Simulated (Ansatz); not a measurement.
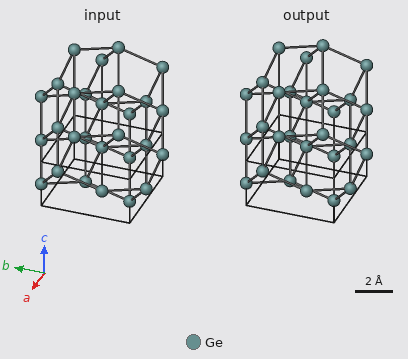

The structure of a crystal of Ge (set up in I4_1/amd) before (left) and after (right) a relaxation, at one scale.

Style: ball-and-stick. Shown: the conventional cell (2 times the calculation's cell), repeated 1 × 1 × 3 with one cell outlined, from a free direction. Lengths and directions refer to the drawn axes.

All numbers below come from Ansatz 0.2.0, DFT PBEsol, scalar-relativistic, plane waves, PAW. (plane-wave cutoff 420 eV; k-point mesh 14 × 14 × 14; occupations gaussian; smearing width 0.15 eV; no spin polarisation)

Summarise the run.

No atom moves by more than 0.005 Å relative to the cell. The drawn cell changes at constant volume: a 5.126 → 5.084 Å (−0.8 %), b 5.126 → 5.085 Å (−0.8 %), c 2.793 → 2.840 Å (+1.7 %). Some distances before and after: Ge–Ge 2.793 → 2.840 Å, Ge–Ge 2.656 → 2.640 Å. The space group stays I4_1/amd (No. 141).
